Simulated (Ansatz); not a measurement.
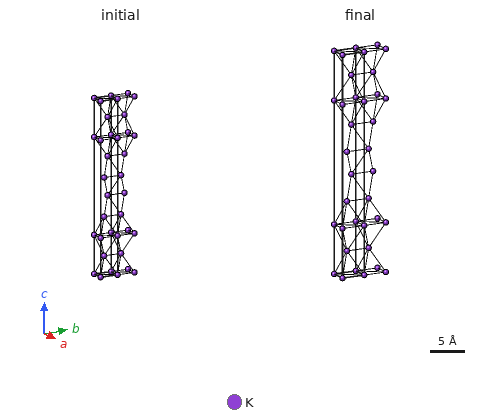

The structure of a crystal of K (a generated structure, set up in R-3m) (coarse preliminary run) before (left) and after (right) a relaxation, at one scale.

Style: ball-and-stick. Shown: the conventional cell (3 times the calculation's cell), repeated 1 × 2 × 1 with one cell outlined, slightly off an axis. Lengths and directions refer to the drawn axes.

Case: Ag → K on all its sites, cell and atoms relaxed.

These are results of Ansatz, DFT PBEsol, scalar-relativistic, plane waves, PAW, not measurements. Set-up: plane-wave cutoff 420 eV; k-point mesh 6 × 6 × 6; occupations gaussian; smearing width 0.1 eV; no spin polarisation; cell and atoms relaxed; force threshold 0.05 eV/Å; at most 60 steps.

Describe what moved and what it gained.

No atom moves by more than 0.005 Å relative to the cell. The volume changes by +108.2 %, with a = b 3.628 → 4.650 Å (+28.2 %), c 26.633 → 33.757 Å (+26.7 %). Near-neighbour distances that change, for instance: K–K 3.628 → 4.650 Å, K–K 3.624 → 4.612 Å. The space group stays R-3m (No. 166). The energy falls by 713 meV per atom in 7 accepted moves (9 points after the start). The largest force component goes from 0.0088 to under 0.0001 eV/Å. Pressure: 10.81 GPa at the start and 0.06 GPa at the end. The SCF was repeated twice at an unchanged geometry on a basis and grid sized afresh for the cell, which shifted the energy by 33.3 meV per atom at most. Cost: 31 s on 1 thread of Arm Neoverse V2 (shared host), peak memory 0.43 GiB.
